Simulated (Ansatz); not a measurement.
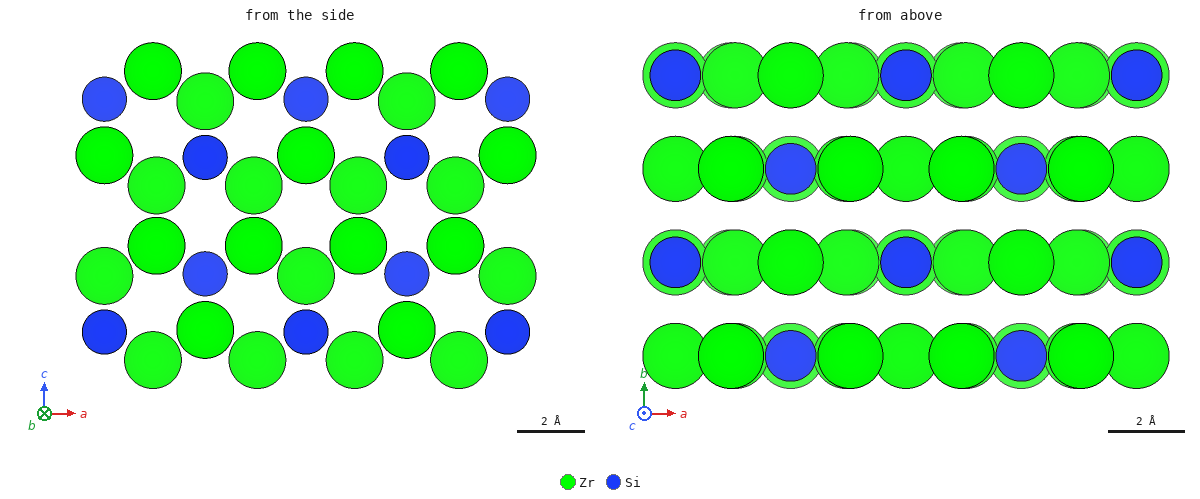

A spheres-only picture of a periodic slab, seen from the side and from above. The surface normal points up in side views; the vacuum is left out. 2×2 cells are drawn in the plane, with atoms at the edges repeated.

The cell holds 12 Zr, 4 Si.

Question: Which elements lie outermost on each side?

Answer: The top face ends in Zr, the bottom face in Zr. The two faces are alike.

Question: Give the thickness from the bottom atom to the top atom.

Answer: About 9 Å from the lowest to the highest atom.

Question: How are the atomic planes stacked?

Answer: Eight planes: Zr / ZrSi / ZrSi / Zr / Zr / ZrSi / ZrSi / Zr.

It goes back to a structure listed in the Materials Project. The cell was then strained or its atoms displaced on purpose. A calculation with Ansatz used it as input.
